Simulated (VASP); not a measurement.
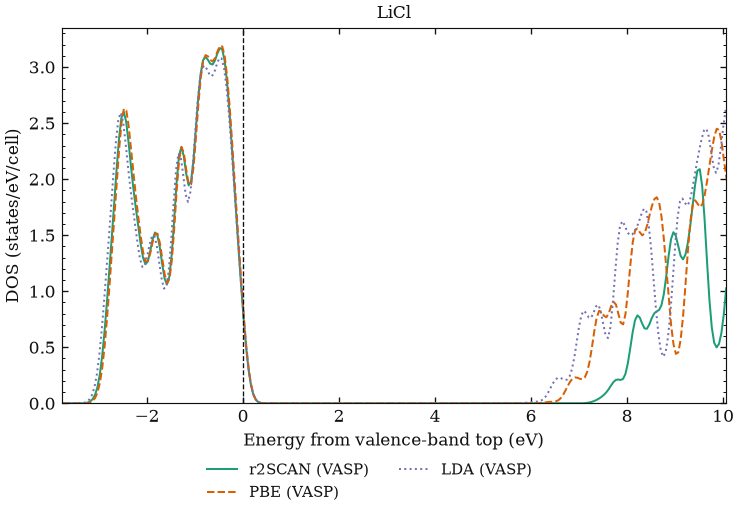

Total densities of states of LiCl, space group Fm-3m, 2 atoms in the cell, rocksalt type, by three methods on the same cell. The curves are built from the levels of the k mesh with Gaussians 0.3 eV wide, which also blur the band edges. Each is counted from its own valence-band top.

### How do the methods compare?

r2SCAN (VASP) gives a gap of 7.36 eV, PBE (VASP) gives a gap of 6.40 eV and LDA (VASP) gives a gap of 6.06 eV.

Settings. r2SCAN (VASP): DFT, r2SCAN, plane waves, PAW, 8×8×8 k mesh, 520 eV cutoff (VASP). PBE (VASP): DFT, PBE, plane waves, PAW, 8×8×8 k mesh, 520 eV cutoff (VASP). LDA (VASP): DFT, LDA, plane waves, PAW, 8×8×8 k mesh, 520 eV cutoff, Gaussian smearing of 0.01 eV (VASP 6.6.1).
